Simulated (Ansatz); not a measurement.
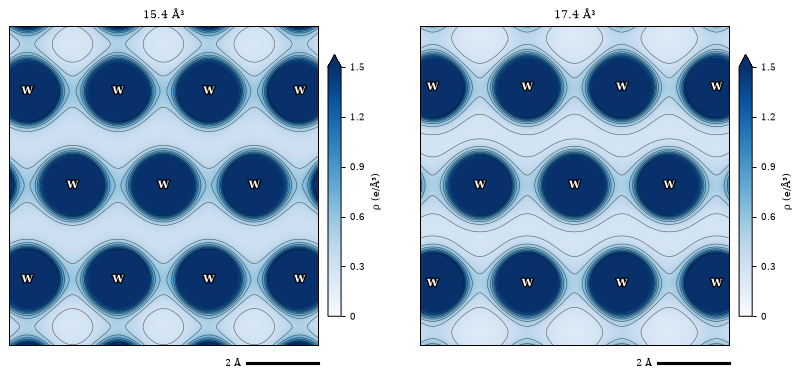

W. The valence electron density of cells scaled evenly to different volumes (given per atom above each panel), on the (110) plane of each (indices in the axes of the cell below), at one length scale and on one colour scale.

A generated structure, not necessarily the stable one.

The calculation used DFT, RPBE, plane waves (420 eV) with PAW, scalar-relativistic in Ansatz 0.2.0.

The largest cell:

```
CELL_PARAMETERS angstrom
4.76913 0.00000 0.00000
-2.38456 4.13019 0.00000
0.00000 0.00000 2.65578
ATOMIC_POSITIONS crystal
W 0.00000 0.00000 0.00000
W 0.33333 0.66667 0.50000
W 0.66667 0.33333 0.50000
```

| volume (Å³/atom) | W–W contact in the plane (Å) | ρ at its midpoint (e/Å³) | pressure (GPa) | 
| --- | --- | --- | --- |
| 15.43 | 2.549 | 0.579 | 26.5 | 
| 16.10 | 2.586 | ? | ? | 
| 17.44 | 2.656 | 0.500 | −9.5 | 

### What values belong in the row with question marks?

Over the known rows ln ρ falls by 1.37 per Å of W–W distance (the line through the two), which gives 0.550 e/Å³ at 2.586 Å; the calculation gives 0.553 e/Å³. For the pressure, a straight line in volume between the neighbouring rows gives 14.5 GPa; the calculation gives 11.9, lower because pressure rises ever faster on compression.
